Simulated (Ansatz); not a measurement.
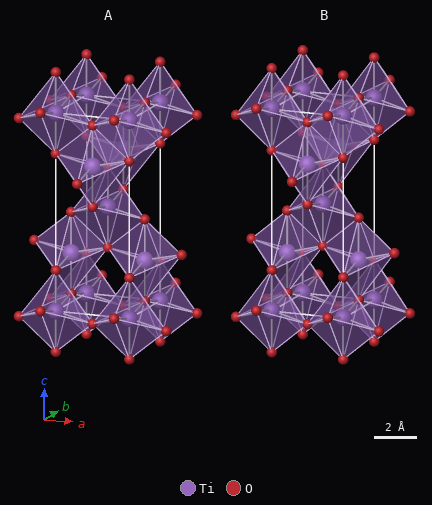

Two geometries of a crystal of TiO₂ (set up in I4_1/amd): one is the relaxed structure, the other was perturbed away from it. Style: polyhedral. Shown: the cell of the calculation, slightly off an axis.

Level of theory: Ansatz 0.2.0, DFT PBE+U, scalar-relativistic, plane waves, PAW. Settings: plane-wave cutoff 420 eV; k-point mesh 6 × 6 × 4; occupations gaussian; smearing width 0.02 eV; U Ti 4.0 eV; no spin polarisation.

### Which is the distorted one, and what does the distortion cost?

Structure B is the perturbed one. Uniaxial strain along a, −3.0 %, is applied. The b and c axes and the atoms are relaxed. The energy rises by 7.9 meV per atom. The pressure goes from 0.0 to 2.4 GPa. The principal stresses (compression positive) are 7.1 GPa along a and none across it. Cell: a 3.818 → 3.703 Å (−3.0 %), b 3.818 → 3.839 Å (+0.6 %), c 9.775 → 9.958 Å (+1.9 %). Volume −0.6 %. The largest moves relative to the cell, 0.035 Å, are those of Ti atoms. Largest moves by element: Ti 0.035 Å, O 0.025 Å. Among the bonded contacts that change: O–Ti 2.007 → 1.985 to 2.063 Å, O–Ti 1.958 → 1.917 to 1.969 Å. The space group (tolerance 0.01 Å) goes from I4_1/amd (No. 141) to Imma (No. 74).
